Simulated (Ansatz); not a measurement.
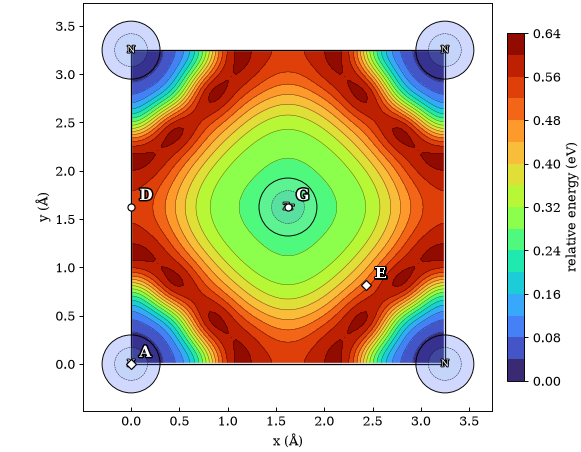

H on a ZrN(100) slab cut from the Fm-3m phase, its upper half relaxed before the scan (6 atoms of substrate and one adsorbate in a 1 × 1 cell). H is moved over the surface cell; relaxed at each place: the height of the adsorbate's atoms; substrate rigid; the origin of the map has the adsorbate above N6. Places are given modulo a cell vector. The map is drawn in real space over the plane of the surface. Grid: 8 × 8 points; 15 points were computed and 49 follow by symmetry. Energies: eV, counted from the lowest grid point. With one adsorbate in each 1 × 1 cell, its nearest image is 3.2 Å away, so neighbouring adsorbates interact. Level of theory: DFT PBE, scalar-relativistic, plane waves, PAW in Ansatz. Settings: cutoff 420 eV, k-mesh 8×8×1, gaussian smearing 0.1 eV, no spin polarisation.

In the figure: filled contours, labelled circles for the atoms of the top layer and small ones for the second layer, the outline of one cell of the plane, lettered points. Between grid points the surface is interpolated.

Q: Is E the lowest point of the computed grid?

A: No. E lies 0.506 eV above the lowest grid point, which is at the top site over a surface N atom, (0/8, 0/8) of the cell vectors.

Q: What kind of point is each of A, D, E, G: minimum, saddle, maximum or slope?

A: A: minimum; D: saddle point; E: on a slope; G: minimum. (In these two coordinates alone; a stationary point may lie a little off the grid point.)

Q: Rank the lettered points by energy, lowest first.

A: A (0.000 eV), G (0.272 eV), E (0.506 eV), D (0.551 eV).

PAW datasets: the set soft_1.
